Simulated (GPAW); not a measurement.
System: GaSb, space group F-43m (No. 216).

The given structure:
```
CELL_PARAMETERS angstrom
0.00000 3.05900 3.05900
3.05900 0.00000 3.05900
3.05900 3.05900 0.00000
ATOMIC_POSITIONS crystal
Sb 0.75000 0.75000 0.75000
Ga 0.00000 0.00000 0.00000
```

Computed with GPAW 26.7.0: PAW DFT in plane waves, on a grid or in atomic orbitals, no spin polarisation; energies at scaled volumes of the given cell, shape and fractions fixed, counted from the fit's minimum, third-order Birch-Murnaghan fit. Level: PBEsol.

k mesh 8×8×8; occupations Fermi–Dirac; smearing width 0.05 eV; potentials PAW data sets made by gpaw setup for the functional; wave cutoff 600 eV; program settings basis pw.

What does the calculation give for the energy against volume? The volume takes the values 26.91, 27.48, 28.05, 28.62, 29.20, 29.77, 30.34 Å³/atom.

A third-order Birch–Murnaghan fit gives V0 = 28.56 Å³/atom, B0 = 52 GPa and B′ = 4.7. The energy is 17.38 meV/atom at volume 26.91 Å³/atom and 16.10 meV/atom at 30.34 Å³/atom; the lowest computed point is at volume 28.62 Å³/atom (0.05 meV/atom).

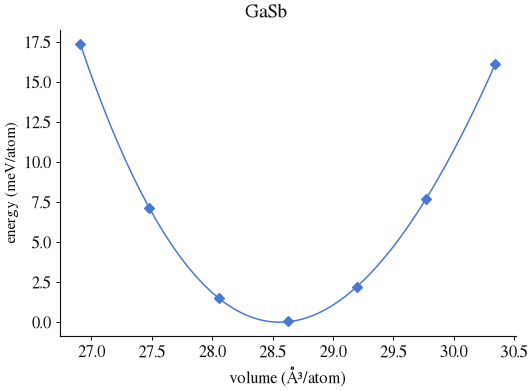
